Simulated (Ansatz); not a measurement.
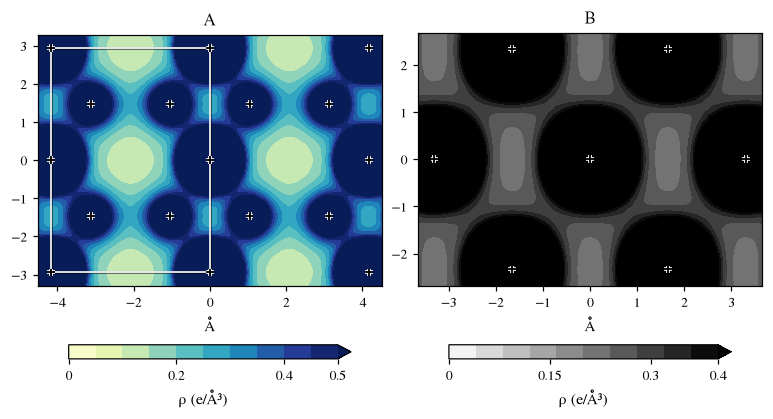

The valence electron density of 2 systems, each on a plane through atoms (crosses mark nuclei in the plane).

Theory: DFT PBEsol, scalar-relativistic, plane waves, PAW in Ansatz 0.2.0.

System 1: Ta, the (11̄0) plane of the conventional cell. Space group Im-3m; computed pressure about −4 GPa in this cell; computed without spin polarisation.

System 2: VH₂, the (11̄0) plane of the conventional cell. Space group Fm-3m; computed without spin polarisation.

Question: Match each panel to its system.

Answer: Panel A is system 2, VH₂: the plane holds V and H. V–H (1.80 Å): ρ at the midpoint is about 0.65 e/Å³. Panel B is system 1, Ta: the plane holds Ta. Ta–Ta (2.86 Å): ρ at the midpoint is about 0.31 e/Å³.
